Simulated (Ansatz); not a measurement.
# Converging the field response of a CaO (001) film

Which settings does the induced dipole of a CaO (001) film need, and which can be cut?

Method: plane-wave DFT, PBE, Ansatz PAW, in the first sound run; inputs show where later runs differ, in Ansatz 0.2.0.

### 1. Set-up

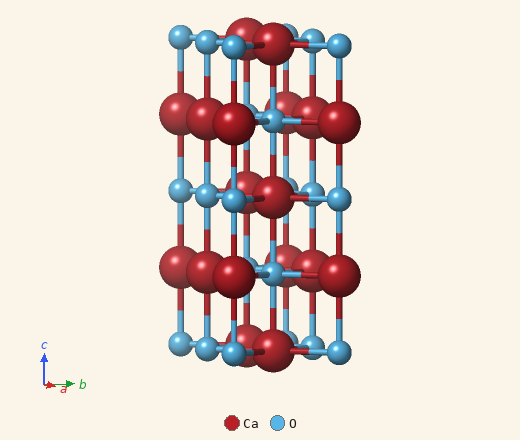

The cell as given, from the side, with the c axis up (calcium red, oxygen blue). 2×1×1 cells are drawn. Some periodic images of atoms are drawn too.

The cell holds 10 atoms: 5 Ca and 5 O. Cell: a = 3.401 Å, b = 3.401 Å, c = 27.620 Å, α = 90.0°, β = 90.0°, γ = 90.0°. It derives from CaO (rocksalt CaO). Vacuum lies along c.

### 2. Single point, setting first choice

The first choice: the default cutoff of 420 eV, a 8×8×1 mesh, 18 Å of vacuum, 0.1 V/Å and a tight threshold. Each later run changes one input against this one; other functionals and files bring their own cutoffs.

File input.yaml:

```yaml
crystal:
  lattice:
    - [3.40118362, 0.0, 0.0]
    - [0.0, 3.40118362, 0.0]
    - [0.0, 0.0, 27.62]
  atoms:
    - { symbol: Ca, position: [0.5, 0.5, 0.3258508327] }
    - { symbol: O, position: [0.0, 0.0, 0.3258508327] }
    - { symbol: Ca, position: [0.0, 0.0, 0.4129254164] }
    - { symbol: O, position: [0.5, 0.5, 0.4129254164] }
    - { symbol: Ca, position: [0.5, 0.5, 0.5] }
    - { symbol: O, position: [0.0, 0.0, 0.5] }
    - { symbol: Ca, position: [0.0, 0.0, 0.5870745836] }
    - { symbol: O, position: [0.5, 0.5, 0.5870745836] }
    - { symbol: Ca, position: [0.5, 0.5, 0.6741491673] }
    - { symbol: O, position: [0.0, 0.0, 0.6741491673] }
kpoints:
  mp_grid: { grid: [8, 8, 1] }
hamiltonian:
  xc: pbe
scf:
  occupations: { method: fixed }
  convergence: { dr2_threshold: 1.0e-10 }
efield:
  axis: 3
  dipole_correction: true
  ramp_position: 0.97
  ramp_width: 0.06
  amplitude: 0.1
output:
  write_potential: true
  write_density: true
  volumetric_format: npy
```

Run with:

```console
$ ansatz run input.yaml --threads 2 --pin off --max-ram 3072MiB --backend cpu --events-out ev --progress --plain --runs-dir out
```

Numbers of over 12 decimals in the logs are rounded to 6 here.

What it wrote:

```text
Engine: ansatz 0.2.0, aarch64-unknown-linux-gnu
Pseudopotentials: kind: paw
Pseudopotential: Ca, paw, valence charge 10, recommended cutoff 420 eV (normal), Ca.paw.azcp
Pseudopotential: O, paw, valence charge 6, recommended cutoff 420 eV (normal), O.paw.azcp
Functional definition: PBE
  parameter kappa = 0.804
  parameter beta = 0.066725
  exchange = pbe_x(kappa = kappa, mu = beta*pi^2/3)
  correlation = pbe_c(beta = beta)
Crystal: 10 atoms, lattice volume = 319.510 Å³
Basis set: ecut = 420 eV, 6241 PW (Γ)
Bands: 50, of which v1, the nominal top of the filled ones, is band 40 counted from 1 (39 counted from 0)
Symmetry: 8 space group operations
k-points: 15 of 64
Non-local potential: Ca, projectors of the file, l = 0: 3, l = 1: 2, l = 2: 2
Non-local potential: O, projectors of the file, l = 0: 2, l = 1: 2, l = 2: 1
PAW form: soft (Blöchl's): semilocal exchange-correlation on the pseudo side does not see the compensation charge
PAW one-centre angular grid: Ca, 110 points (default); XC on 64 Gauss nodes
PAW one-centre angular grid: O, 110 points (default); XC on 64 Gauss nodes
Initial density: superposition of atomic densities (neutral atoms: chi_scale 0, normalization atom, screened)
Initial wavefunctions: pseudopotential atomic-orbital guess
Functional: x = pbe(κ = 0.804, μ = 0.219515), c = pbe(β = 0.066725)
SCF iter   1: F=—  HF=-11948.154562 eV  |F-HF|=—  |Δ(HF+E_count)|=         —  Δρ=9.62e-2  dr2=3.83e1  ethr=3.10e-3  p=0.085 e·Å  D=4.79e-2 V/Å  ΔV_dip=-1.32 eV  dr2_dipole=1.93e-3  V_vac-E_F(+/−)=13.98/12.77 eV  ⟨swp⟩=8.5  Hψ=3422  notcnv=0  defer=110
efield: sawtooth ramp at fractional position 0.9700 (set: `efield.ramp_position`, or a place that a band, a saddle search or an elastic batch's reference lends), width 0.0600; the density the first Hamiltonian is built on has a dipole p = 0.085 e·Å; the dipole correction subtracts the counter field D = 4.79e-2 V/Å, which shifts the + side's vacuum level by -1.32 eV against the − side's; the planar-averaged density in the ramp window peaks in size at 4.4e-6 e/Å³
preconditioner: auto → Resta (q_TF=auto, 2.166 Å⁻¹)  ε∞=1.9  [insulator: Δε(μ)=6.130 eV  Ē_g=18.407 eV  n_scr=54 (ndim 8)  ℏωp=17.4 eV  f_vac=0.491  ε∞_Penn≈1.9  vacuum switching on, ρ_ref=2.5e-2 e/Å³]
SCF iter   2: F=—  HF=-11939.803232 eV  |F-HF|=—  |Δ(HF+E_count)|=    8.35e0  Δρ=6.95e-2  dr2=9.51e0  ethr=3.10e-3  p=0.059 e·Å  D=3.34e-2 V/Å  ΔV_dip=-0.92 eV  dr2_dipole=4.46e-4  V_vac-E_F(+/−)=6.31/4.70 eV  ⟨swp⟩=4.8  Hψ=1921  notcnv=0  defer=104  κ⁻¹=1.0e0(r=1)
SCF iter   3: F=—  HF=-11937.836497 eV  |F-HF|=—  |Δ(HF+E_count)|=    1.97e0  Δρ=1.43e-2  dr2=9.81e-1  ethr=3.10e-3  p=0.067 e·Å  D=3.81e-2 V/Å  ΔV_dip=-1.05 eV  dr2_dipole=1.95e-4  V_vac-E_F(+/−)=6.92/5.44 eV  ⟨swp⟩=3.5  Hψ=1333  notcnv=0  defer=106  κ⁻¹=6.7e-3(r=2)
SCF iter   4: F=—  HF=-11937.700658 eV  |F-HF|=—  |Δ(HF+E_count)|=   1.36e-1  Δρ=7.33e-3  dr2=1.34e-1  ethr=1.23e-3  p=0.056 e·Å  D=3.15e-2 V/Å  ΔV_dip=-0.87 eV  dr2_dipole=2.26e-4  V_vac-E_F(+/−)=4.62/2.96 eV  ⟨swp⟩=3.5  Hψ=1186  notcnv=0  defer=113  κ⁻¹=2.5e-3(r=3)
SCF iter   5: F=—  HF=-11937.685106 eV  |F-HF|=—  |Δ(HF+E_count)|=   1.56e-2  Δρ=2.40e-3  dr2=1.37e-2  ethr=1.68e-4  p=0.061 e·Å  D=3.48e-2 V/Å  ΔV_dip=-0.96 eV  dr2_dipole=4.75e-6  V_vac-E_F(+/−)=4.82/3.25 eV  ⟨swp⟩=2.3  Hψ=1080  notcnv=0  defer=115  κ⁻¹=5.5e-4(r=4)
SCF iter   6: F=—  HF=-11937.688476 eV  |F-HF|=—  |Δ(HF+E_count)|=   3.37e-3  Δρ=9.43e-4  dr2=3.01e-3  ethr=1.71e-5  p=0.064 e·Å  D=3.61e-2 V/Å  ΔV_dip=-1.00 eV  dr2_dipole=5.70e-6  V_vac-E_F(+/−)=4.82/3.28 eV  ⟨swp⟩=3.3  Hψ=1122  notcnv=0  defer=120  κ⁻¹=3.0e-5(r=5)
SCF iter   7: F=—  HF=-11937.689676 eV  |F-HF|=—  |Δ(HF+E_count)|=   1.20e-3  Δρ=4.49e-4  dr2=9.58e-4  ethr=3.77e-6  p=0.062 e·Å  D=3.52e-2 V/Å  ΔV_dip=-0.97 eV  dr2_dipole=2.93e-6  V_vac-E_F(+/−)=4.71/3.14 eV  ⟨swp⟩=3.7  Hψ=1248  notcnv=0  defer=120  κ⁻¹=3.8e-6(r=6)
SCF iter   8: F=—  HF=-11937.689565 eV  |F-HF|=—  |Δ(HF+E_count)|=   1.11e-4  Δρ=9.25e-5  dr2=1.52e-5  ethr=1.20e-6  p=0.063 e·Å  D=3.56e-2 V/Å  ΔV_dip=-0.98 eV  dr2_dipole=6.60e-9  V_vac-E_F(+/−)=4.76/3.21 eV  ⟨swp⟩=2.3  Hψ=945  notcnv=0  defer=119  κ⁻¹=3.9e-7(r=7)
SCF iter   9: F=—  HF=-11937.689591 eV  |F-HF|=—  |Δ(HF+E_count)|=   2.54e-5  Δρ=3.09e-5  dr2=1.98e-6  ethr=1.91e-8  p=0.063 e·Å  D=3.56e-2 V/Å  ΔV_dip=-0.98 eV  dr2_dipole=1.74e-9  V_vac-E_F(+/−)=4.76/3.21 eV  ⟨swp⟩=2.0  Hψ=1209  notcnv=0  defer=116  κ⁻¹=6.7e-8(r=8)
SCF iter  10: F=—  HF=-11937.689846 eV  |F-HF|=—  |Δ(HF+E_count)|=   2.55e-4  Δρ=1.27e-5  dr2=2.55e-7  ethr=2.48e-9  p=0.063 e·Å  D=3.56e-2 V/Å  ΔV_dip=-0.98 eV  dr2_dipole=5.13e-11  V_vac-E_F(+/−)=4.76/3.21 eV  ⟨swp⟩=2.0  Hψ=1032  notcnv=0  defer=112  κ⁻¹=4.4e-8(r=8)
SCF iter  11: F=—  HF=-11937.689846 eV  |F-HF|=—  |Δ(HF+E_count)|=   3.32e-7  Δρ=3.84e-6  dr2=2.68e-8  ethr=3.18e-10  p=0.063 e·Å  D=3.56e-2 V/Å  ΔV_dip=-0.98 eV  dr2_dipole=5.31e-13  V_vac-E_F(+/−)=4.76/3.21 eV  ⟨swp⟩=2.0  Hψ=1207  notcnv=0  defer=112  κ⁻¹=4.6e-8(r=8)
SCF iter  12: F=—  HF=-11937.689846 eV  |F-HF|=—  |Δ(HF+E_count)|=   2.65e-8  Δρ=1.02e-6  dr2=1.77e-9  ethr=3.35e-11  p=0.063 e·Å  D=3.56e-2 V/Å  ΔV_dip=-0.98 eV  dr2_dipole=6.01e-13  V_vac-E_F(+/−)=4.76/3.21 eV  ⟨swp⟩=2.1  Hψ=1217  notcnv=0  defer=112  κ⁻¹=3.6e-8(r=8)
SCF iter  13: F=—  HF=-11937.689846 eV  |F-HF|=—  |Δ(HF+E_count)|=   2.53e-9  Δρ=3.23e-7  dr2=2.06e-10  ethr=2.22e-12  p=0.063 e·Å  D=3.56e-2 V/Å  ΔV_dip=-0.98 eV  dr2_dipole=7.21e-14  V_vac-E_F(+/−)=4.76/3.21 eV  ⟨swp⟩=2.7  Hψ=1248  notcnv=0  defer=112  κ⁻¹=3.5e-8(r=8)
SCF iter  14: F=-11937.689846 eV  HF=-11937.689846 eV  |F-HF|=2.18e-11  |Δ(HF+E_count)|=  1.40e-10  Δρ=1.60e-7  dr2=5.31e-11  ethr=1.00e-12  p=0.063 e·Å  D=3.56e-2 V/Å  ΔV_dip=-0.98 eV  dr2_dipole=4.86e-14  V_vac-E_F(+/−)=4.76/3.21 eV  ⟨swp⟩=21.3  Hψ=4162  notcnv=0
SCF 1 converged in 14 iterations: F = -11937.689846 eV  dr2 = 5.31e-11
  greatest PAW one-centre occupation: 0.995 electrons in one spin orbital (limit 2), on the Ca atom at site 4 (counted from 0), in its partial waves of l = 0
WARN: The output density's exchange-correlation potential varies sharply where the density is thin. Do not read a vacuum level from v_tot or v_xc, or from such a field of the output density. On a cell that repeats whose density bears no net charge and no dipole along the vacuum's axis use v_es (v_loc + v_h of the components); under efield.dipole_correction with no amplitude use v_es + v_field, which holds any externa [...]
SCF converged after 14 iterations
Stability not checked: this state was not tested for a lower state beside it, because the mixer in use, unlike msr1, does not test its closes by its own steps (another_mixer; see scf.mixing.algorithm and scf.lower_state_search)
Free energy (F): -11937.689846 eV
Harris-Foulkes:  -11937.689846 eV  (|F-HF|=2.18e-11)
Internal energy: -11937.689846 eV  (E = F + TS)
E sigma→0 (E₀):  -11937.689846 eV
Fermi energy:    1.188356 eV
Dipole field:    D = 0.035614 V/Å  (p = 0.062885 e·Å, saw-weighted, corrected)
Work function:   not extracted (applied field tilts the vacuum); planar V_es + V_field profile in the machine report
Levels:          The Fermi level and band energies are counted from a zero that moves with the ramp; work functions are not
--- Per-component energies (eV) ---
  E_band       = -1046.871463
  E_kinetic    = 2275.300458
  E_local      = -79637.073331  (includes V_loc(G=0)·N_el)
  E_nonlocal   = 557.081121
  E_hartree    = 38798.269967
  E_xc         = -1064.571254
  E_vxc        = -1339.131217  (∫ρ·V_xc dr)
  E_paw        = -5080.913958  (= ΣΔE_a)
  E_vpaw       = -499.596381  (= ΣTr[D̂ρ^β])
  E_aug_tail   = 0.012037  (compensation charges beyond the density's cutoff)
  E_efield     = -0.005169  (sawtooth field / dipole correction)
  E_vefield    = -0.004049  (∫n·V_field dr)
  E_ewald      = 32214.210282
  E_smearing   = -0.000000  (= −TS)
  E_closure    = -0.000000  (closes the sum)
  Σ components = -11937.689846   (vs F -11937.689846, Δ=0.00e0)
--- Band table (eV; the first three rows and the last of 15) ---
  k-point 0: bands = [... 36 lower, 0.9608, 0.9608, 1.1884, 1.1884, 3.8428, 4.3643, 4.6946, 5.0304, ... 6 higher]
  k-point 1: bands = [... 36 lower, 0.6755, 0.7969, 0.8671, 1.0268, 4.0433, 4.5691, 5.1157, 5.2420, ... 6 higher]
  k-point 2: bands = [... 36 lower, 0.3390, 0.4380, 0.6010, 0.6723, 4.5955, 5.1169, 5.8437, 6.1432, ... 6 higher]
  k-point 14: bands = [... 36 lower, 0.6022, 0.6022, 0.6216, 0.8917, 4.8765, 4.8765, 5.6966, 5.6966, ... 6 higher]
```

Elapsed: 15 s, on 2 threads of Arm Neoverse V2, shared host; peak memory 0.57 GiB.

Reading the cycles: dr2 is the Hartree energy of the density residual (eV), the measure of convergence; HF is the Harris–Foulkes estimate of the energy, which meets the free energy F at convergence.

This step gave:

```yaml
gap_on_the_k_mesh: 2.654 eV
dipole_along_the_normal: 0.06288 e·Å
equivalent_conductor_thickness_p_eps_0ae: 9.837 Å
```

Running mean over 2.405 Å of the planar mean, with the applied field; the ramp of the sawtooth is left out. The electron's electrostatic potential energy less the highest filled level by z:

| z (Å) | electron's electrostatic potential energy less the highest filled level (eV) |
| --- | --- |
| 4 | 3.52 |
| 6 | 3.68 |
| 8 | -1.55 |
| 10 | -4.17 |
| 12 | -4.19 |
| 14 | -4.16 |
| 16 | -4.07 |
| 18 | -3.95 |
| 20 | 1.27 |
| 22 | 4.32 |
| 24 | 4.54 |

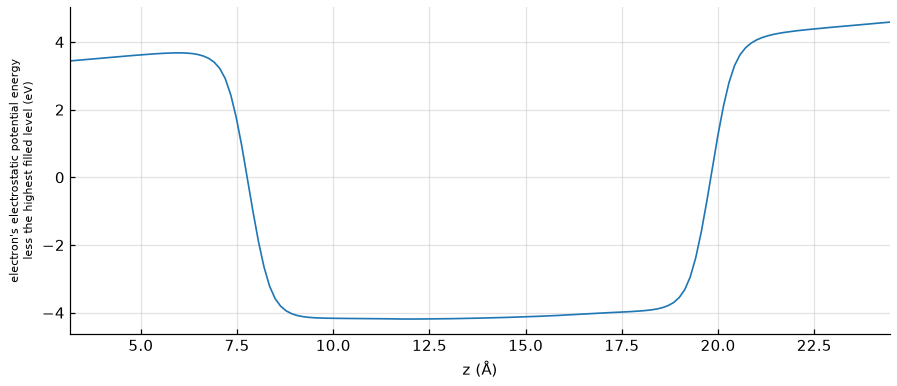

Electron's electrostatic potential energy less the highest filled level, plotted against z.

The dipole corresponds to a conductor 9.837 Å thick.

### 3. Run, box 27.6 Å

input.yaml: that of step 2 with these lines changed.

```diff
@@ -29,2 +29,4 @@
   amplitude: 0.1
+basis:
+  ecutwfc: "250 eV"
 output:
```

What it wrote:

```text
Warning: basis.ecutwfc = 250 eV is below the records' recommended 420 eV, and the density's cutoff is lower with it unless basis.ecutrho_ratio is high enough to keep the records' density cutoff: compare with a run at a higher cutoff
[...]
k-point 0: bands = [... 36 lower, 0.9425, 0.9425, 1.1740, 1.1740, 3.7908, 4.3166, 4.6978, 4.7790, ... 6 higher]
  k-point 1: bands = [... 36 lower, 0.6287, 0.7767, 0.8318, 1.0120, 3.9947, 4.5266, 4.9905, 5.1560, ... 6 higher]
  k-point 2: bands = [... 36 lower, 0.2850, 0.3975, 0.5600, 0.6349, 4.5537, 5.0822, 5.5938, 6.1558, ... 6 higher]
  k-point 14: bands = [... 36 lower, 0.6014, 0.6080, 0.6080, 0.8943, 4.9142, 4.9142, 5.7369, 5.7369, ... 6 higher]
[key lines of the parts left out:]
SCF converged after 14 iterations
Free energy (F): -11927.728471 eV
Fermi energy:    1.174042 eV
Dipole field:    D = 0.035725 V/Å  (p = 0.063081 e·Å, saw-weighted, corrected)
```

Elapsed: 8.2 s, on 2 threads; peak memory 0.38 GiB; 16 s of CPU time.

The dipole corresponds to a conductor 9.867 Å thick, +0.31 % from the first choice, at 0.54 times its CPU time.

### 4. Run, box 27.6 Å (run 2)

input.yaml: that of step 3 with these lines changed.

```diff
@@ -30,3 +30,3 @@
 basis:
-  ecutwfc: "250 eV"
+  ecutwfc: "330 eV"
 output:
```

What it wrote:

```text
[...]
Crystal: 10 atoms, lattice volume = 319.510 Å³
Basis set: ecut = 330 eV, 4273 PW (Γ)
Bands: 50, of which v1, the nominal top of the filled ones, is band 40 counted from 1 (39 counted from 0)
Symmetry: 8 space group operations
k-points: 15 of 64
[...]
k-point 0: bands = [... 36 lower, 0.9671, 0.9671, 1.1943, 1.1943, 3.8369, 4.3600, 4.6972, 4.9654, ... 6 higher]
  k-point 1: bands = [... 36 lower, 0.6759, 0.8037, 0.8682, 1.0330, 4.0375, 4.5649, 5.1181, 5.1765, ... 6 higher]
  k-point 2: bands = [... 36 lower, 0.3402, 0.4421, 0.6021, 0.6760, 4.5903, 5.1131, 5.7779, 6.1444, ... 6 higher]
  k-point 14: bands = [... 36 lower, 0.5975, 0.5975, 0.6205, 0.8882, 4.8792, 4.8792, 5.6988, 5.6988, ... 6 higher]
[key lines of the parts left out:]
SCF converged after 14 iterations
Free energy (F): -11936.810168 eV
Fermi energy:    1.194276 eV
Dipole field:    D = 0.035623 V/Å  (p = 0.062901 e·Å, saw-weighted, corrected)
```

Run time: 11 s. Hardware: 2 threads; peak memory 0.47 GiB.

The dipole corresponds to a conductor 9.839 Å thick, +0.03 % from the first choice, at 0.73 times its CPU time.

### 5. Single point, box 27.6 Å

input.yaml: that of step 4 with these lines changed.

```diff
@@ -30,3 +30,3 @@
 basis:
-  ecutwfc: "330 eV"
+  ecutwfc: "600 eV"
 output:
```

What it wrote:

```text
[...]
Crystal: 10 atoms, lattice volume = 319.510 Å³
Basis set: ecut = 600 eV, 10695 PW (Γ)
Bands: 50, of which v1, the nominal top of the filled ones, is band 40 counted from 1 (39 counted from 0)
Symmetry: 8 space group operations
k-points: 15 of 64
[...]
k-point 0: bands = [... 36 lower, 0.9610, 0.9610, 1.1886, 1.1886, 3.8440, 4.3652, 4.6947, 5.0441, ... 6 higher]
  k-point 1: bands = [... 36 lower, 0.6757, 0.7972, 0.8673, 1.0270, 4.0445, 4.5700, 5.1159, 5.2559, ... 6 higher]
  k-point 2: bands = [... 36 lower, 0.3393, 0.4382, 0.6014, 0.6725, 4.5966, 5.1178, 5.8576, 6.1434, ... 6 higher]
  k-point 14: bands = [... 36 lower, 0.6019, 0.6019, 0.6218, 0.8916, 4.8766, 4.8766, 5.6967, 5.6967, ... 6 higher]
[key lines of the parts left out:]
SCF converged after 14 iterations
Free energy (F): -11937.717892 eV
Fermi energy:    1.188566 eV
Dipole field:    D = 0.035615 V/Å  (p = 0.062887 e·Å, saw-weighted, corrected)
```

Run time: 28 s. Hardware: 2 threads; peak memory 0.84 GiB.

The dipole corresponds to a conductor 9.837 Å thick, +0.00 % from the first choice, at 1.9 times its CPU time.

### 6. Run, box 27.6 Å (run 3)

input.yaml: that of step 5 with these lines changed.

```diff
@@ -17,3 +17,3 @@
 kpoints:
-  mp_grid: { grid: [8, 8, 1] }
+  mp_grid: { grid: [1, 1, 1] }
 hamiltonian:
@@ -29,4 +29,2 @@
   amplitude: 0.1
-basis:
-  ecutwfc: "600 eV"
 output:
```

What it wrote:

```text
[...]
Crystal: 10 atoms, lattice volume = 319.510 Å³
Basis set: ecut = 420 eV, 6241 PW (Γ)
Bands: 50, of which v1, the nominal top of the filled ones, is band 40 counted from 1 (39 counted from 0)
Symmetry: 8 space group operations
k-points: 1
[...]
Internal energy: -11919.216273 eV  (E = F + TS)
E sigma→0 (E₀):  -11919.216273 eV
Fermi energy:    1.530451 eV
Dipole field:    D = 0.043650 V/Å  (p = 0.077074 e·Å, saw-weighted, corrected)
Work function:   not extracted (applied field tilts the vacuum); planar V_es + V_field profile in the machine report
[...]
--- Band table (eV) ---
  k-point 0: bands = [... 36 lower, 1.3840, 1.3840, 1.5305, 1.5305, 3.6567, 3.9590, 4.1429, 4.2934, ... 6 higher]
[key lines of the parts left out:]
SCF converged after 15 iterations
Free energy (F): -11919.216273 eV
```

The job ended after 1.1 s (2 threads; peak memory 0.33 GiB; 2.1 s of CPU time).

The dipole corresponds to a conductor 12.056 Å thick, +22.56 % from the first choice, at 0.070 times its CPU time.

### 7. Single point, box 27.6 Å (run 2)

input.yaml: that of step 6 with these lines changed.

```diff
@@ -17,3 +17,3 @@
 kpoints:
-  mp_grid: { grid: [1, 1, 1] }
+  mp_grid: { grid: [2, 2, 1] }
 hamiltonian:
```

What it wrote:

```text
[...]
Crystal: 10 atoms, lattice volume = 319.510 Å³
Basis set: ecut = 420 eV, 6241 PW (Γ)
Bands: 50, of which v1, the nominal top of the filled ones, is band 40 counted from 1 (39 counted from 0)
Symmetry: 8 space group operations
k-points: 3 of 4
[...]
Work function:   not extracted (applied field tilts the vacuum); planar V_es + V_field profile in the machine report
[...]
--- Band table (eV) ---
  k-point 0: bands = [... 36 lower, 1.0651, 1.0651, 1.2810, 1.2810, 3.8538, 4.3580, 4.6715, 5.0439, ... 6 higher]
  k-point 1: bands = [... 36 lower, 0.0856, 0.2389, 0.3095, 0.4590, 6.2551, 6.6507, 6.8700, 7.2451, ... 6 higher]
  k-point 2: bands = [... 36 lower, 0.6776, 0.6776, 0.7112, 0.9708, 4.8451, 4.8451, 5.6708, 5.6708, ... 6 higher]
[key lines of the parts left out:]
SCF converged after 14 iterations
Free energy (F): -11937.016418 eV
Fermi energy:    1.280990 eV
Dipole field:    D = 0.036646 V/Å  (p = 0.064706 e·Å, saw-weighted, corrected)
```

The job ended after 2 s (2 threads; peak memory 0.47 GiB; 3.8 s of CPU time).

The dipole corresponds to a conductor 10.122 Å thick, +2.90 % from the first choice, at 0.13 times its CPU time.

### 8. Run, box 27.6 Å (run 4)

input.yaml: that of step 7 with these lines changed.

```diff
@@ -17,3 +17,3 @@
 kpoints:
-  mp_grid: { grid: [2, 2, 1] }
+  mp_grid: { grid: [4, 4, 1] }
 hamiltonian:
```

What it wrote:

```text
[...]
Crystal: 10 atoms, lattice volume = 319.510 Å³
Basis set: ecut = 420 eV, 6241 PW (Γ)
Bands: 50, of which v1, the nominal top of the filled ones, is band 40 counted from 1 (39 counted from 0)
Symmetry: 8 space group operations
k-points: 6 of 16
[...]
k-point 0: bands = [... 36 lower, 0.9642, 0.9642, 1.1917, 1.1917, 3.8434, 4.3647, 4.6949, 5.0307, ... 6 higher]
  k-point 1: bands = [... 36 lower, 0.3414, 0.4413, 0.6033, 0.6754, 4.5959, 5.1172, 5.8439, 6.1436, ... 6 higher]
  k-point 2: bands = [... 36 lower, -0.0010, 0.1652, 0.2370, 0.3968, 6.2580, 6.6741, 6.8612, 7.2560, ... 6 higher]
  k-point 5: bands = [... 36 lower, 0.6050, 0.6050, 0.6245, 0.8944, 4.8764, 4.8764, 5.6966, 5.6966, ... 6 higher]
[key lines of the parts left out:]
SCF converged after 14 iterations
Free energy (F): -11937.681453 eV
Fermi energy:    1.191731 eV
Dipole field:    D = 0.035623 V/Å  (p = 0.062900 e·Å, saw-weighted, corrected)
```

The job ended after 5.3 s (2 threads; peak memory 0.47 GiB).

The dipole corresponds to a conductor 9.839 Å thick, +0.02 % from the first choice, at 0.34 times its CPU time.

(Continued in part 2 of 3.)

[Logs are printed without paths, hosts, clocks, repeated set-up lines and the standing remarks that a program may print on its own settings, such as how far it seeks lower states.]

[Hosts, paths, dates, database ids (printed as entryN), source tags and the programs' standing remarks are cut or masked in the printed files.]

[Maps of the electrostatic potential energy from Ansatz leave out the sawtooth potential of an applied field or a dipole correction, so their vacuum need not be flat; planar profiles and work functions include it.]
